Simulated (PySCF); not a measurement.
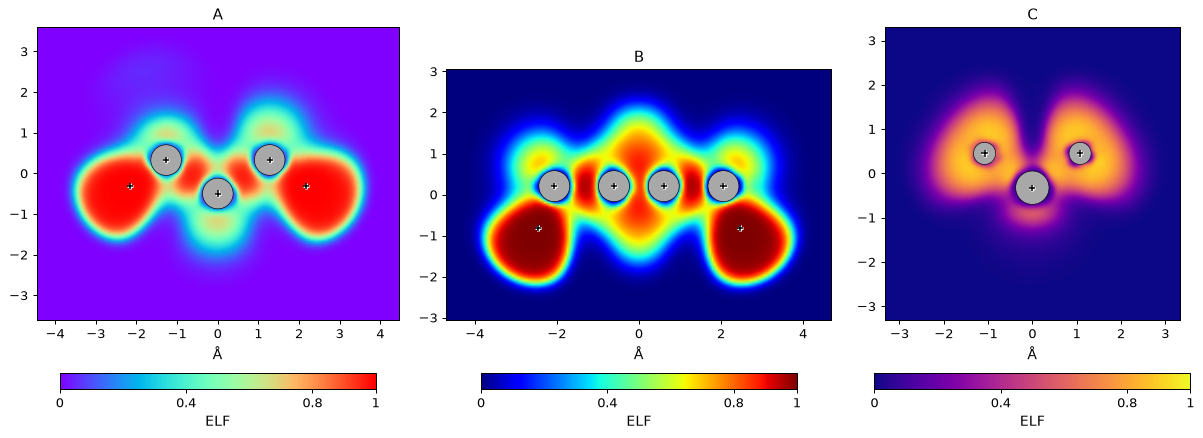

The ELF of 3 systems, each on a plane through atoms (crosses mark nuclei in the plane; grey discs cover the cores).

Level of theory: PySCF, DFT single point, gas phase, functional wB97X.

System 1: CHF3, the plane of atoms F3, C2 and F4. Geometry: PBE0-D3(BJ)/def2-SVP.

```yaml
atoms:
  - { symbol: F, position_ang: [1.0940, -0.6158, -0.3877] }
  - { symbol: C, position_ang: [0.0047, 0.0054, 0.0483] }
  - { symbol: F, position_ang: [-1.0612, -0.6869, -0.3355] }
  - { symbol: F, position_ang: [-0.0483, 1.2098, -0.5073] }
  - { symbol: H, position_ang: [0.0281, 0.0932, 1.1477] }
```

System 2: C4H6 (SMILES CC#CC), the plane of atoms C3, C4 and H10. Geometry: PBE0-D3(BJ)/def2-SVP.

```xyz
10

C     2.0466   -0.1017    0.0253
C     0.6031   -0.0292    0.1899
C    -0.5997    0.0313    0.3270
C    -2.0432    0.1038    0.4916
H     2.5026    0.9008    0.0486
H     2.3164   -0.5682   -0.9355
H     2.5109   -0.6977    0.8270
H    -2.5667   -0.3232   -0.3785
H    -2.3806    1.1462    0.6051
H    -2.3720   -0.4520    1.3841
```

System 3: C3H7Cl, the plane of atoms C1, C2 and C3. Geometry: PBE0-D3(BJ)/def2-SVP.

```xyz
11

C    -1.2664    0.2964    0.0266
C    -0.0575   -0.5766   -0.2633
C     1.2544   -0.0055    0.2336
Cl    1.6689    1.5417   -0.5746
H    -1.3994    0.4487    1.1097
H    -2.1884   -0.1586   -0.3642
H    -1.1506    1.2863   -0.4388
H     0.0273   -0.7649   -1.3463
H    -0.1783   -1.5654    0.2140
H     1.2206    0.2052    1.3125
H     2.0904   -0.6909    0.0392
```

> Match each panel to its system.

Panel A is system 3, C3H7Cl: the plane holds C and H. C–C (1.51 Å): the ELF peaks at about 0.95 between the atoms: a covalent bond. Panel B is system 2, C4H6: the plane holds C and H. C–C (1.21 Å): the ELF peaks at about 0.85 between the atoms: a multiple bond. Panel C is system 1, CHF3: the plane holds C and F. C–F (1.33 Å): the ELF peaks at about 0.85 between the atoms: a polar covalent bond.
